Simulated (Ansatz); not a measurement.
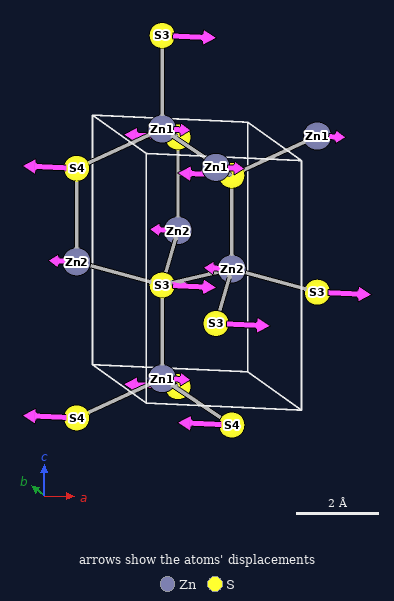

One vibrational mode of solid ZnS at the zone centre. The pink arrows are the displacements of the atoms (eigenvector over the root of the mass), of arbitrary overall length and sign. A ball-and-stick model of the cell of the calculation, seen slightly off an axis.

Theory: DFT PBE, scalar-relativistic, plane waves, PAW (Ansatz). Settings: plane-wave cutoff 420 eV; k-point mesh 12 × 12 × 6; occupations fixed; no spin polarisation.

Frequencies are those without the non-analytic (LO–TO) term.

> What mode is this, and where does it lie in the spectrum?

This is the E₂ mode (doubly degenerate; one member of the set is drawn) at 268 cm⁻¹, optical level 5 of 6, counted from below, Raman-active by symmetry. All motion is along a; atoms of one kind move against one another, with no net shift of any sublattice; it stretches the shortest S–Zn bonds (2.36 Å); the kinetic energy is shared as S 76 %, Zn 24 %.
